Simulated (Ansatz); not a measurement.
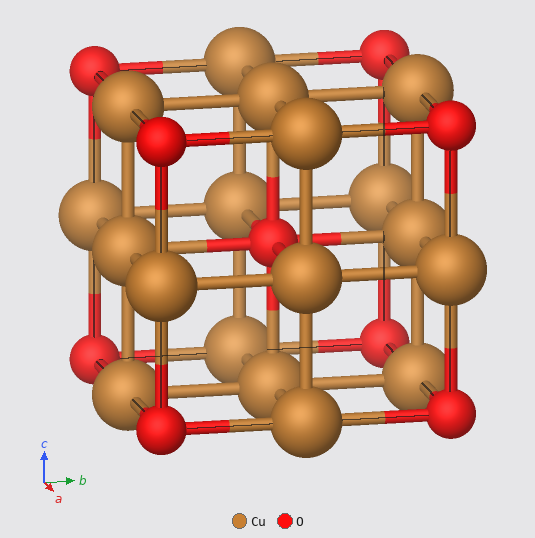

Ball-and-stick drawing of the structure, looking slightly off an axis. The parallelepiped is the conventional unit cell. Cell: a = 4.63 Å, b = 4.63 Å, c = 4.63 Å, α = 90.00°, β = 90.00°, γ = 90.00°.

Its origin is a random cell made by a generator, so it need not be a real form of the compound. Earlier steps of the study, as a rule a relaxation of our own, may have changed the cell and positions, so they can lie some per cent off the listed ones. Ansatz was used for an electronic-structure calculation on it.

Q: What structure is drawn here?

A: Composition: Cu3O. The symmetry is that of Im-3m (No. 229), on a body-centred cubic lattice. With Z = 2, the cell contains 6 Cu, 2 O. Cu sits among four Cu and two O in an octahedral arrangement (about 2.3 Å to Cu, 2.3 Å to O). Each O is bonded to six Cu in an octahedral arrangement at about 2.3 Å. The bonds build a three-dimensional framework.

The calculation: DFT PBE, scalar-relativistic, plane waves, PAW in Ansatz 0.2.0, with a 420 eV plane-wave basis, k-points about 0.14 Å⁻¹ apart, Gaussian smearing of 0.1 eV, no spin polarisation.

Q: What is the electronic character?

A: A metal: bands cross the Fermi level.

Q: State the Bader charges by element.

A: Cu +0.31 e; O -0.93 e.

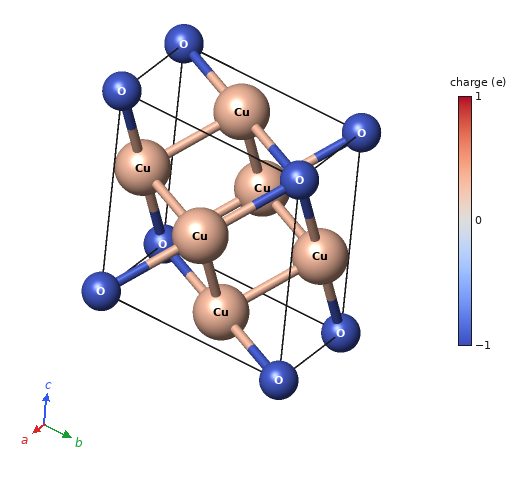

The atoms coloured by those charges. The run's cell of 4 atoms is drawn, so axes and origin can differ from the first picture.

Q: Do the forces and the stress vanish for this geometry?

A: Yes. All forces vanish to within 0.01 eV/Å. The pressure is 0.0 GPa, close to zero.
